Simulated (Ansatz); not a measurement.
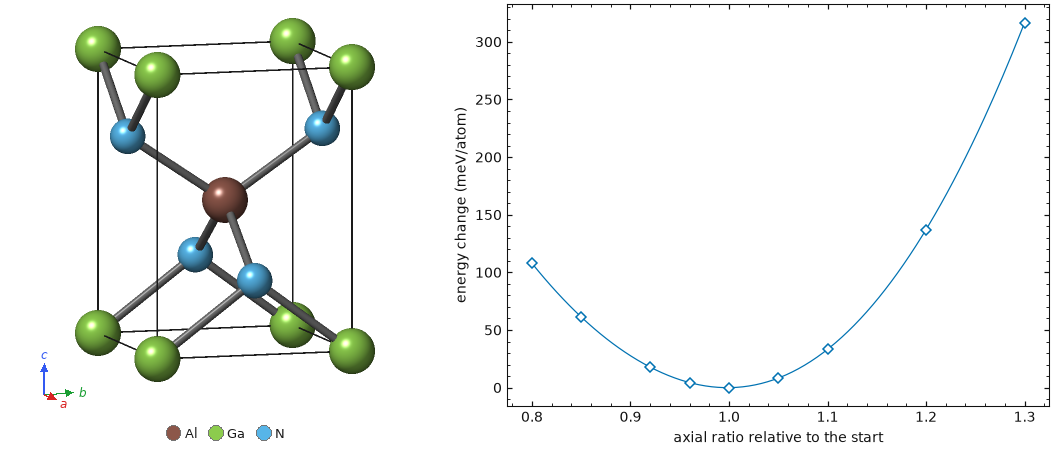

Energy change against relative axial ratio for AlGaN₂, space group P-4m2 (No. 115). The cell is drawn beside the plot.

The energy change is 108 meV/atom at relative axial ratio 0.80 and 317 meV/atom at 1.30; the lowest computed point is at relative axial ratio 1.00 (0 meV/atom).

Calculation (Ansatz 0.2.0): deformation of a crystal at fixed volume, lengths along the axis scaled against those across it, fractional coordinates fixed, by plane-wave density functional theory with PAW datasets, free energies less that of the undisturbed cell; scalar-relativistic. Level: LDA, no spin polarisation.

- wave cutoff: 420 eV
- k mesh: 8×8×6
- occupations: Gaussian
- smearing width: 0.05 eV
- k shift: (0, 0, 0) (mesh steps)
- start: as given
- path: tetragonal
- axis direction: (0, 0, 1) (Cartesian unit vector)

The given structure:
```xyz
4
Lattice="3.1409 0.0000 0.0000 0.0000 3.1409 0.0000 0.0000 0.0000 4.4238" Properties=species:S:1:pos:R:3 pbc="T T T"
Al    1.5704    1.5704    2.2119
Ga    0.0000    0.0000    0.0000
N     1.5704    0.0000    3.2660
N     0.0000    1.5704    1.1579
```

Caveats: reference crystal is not relaxed; shape and atomic fractions are frozen while scaling, which makes layered, chain and framework solids too stiff.
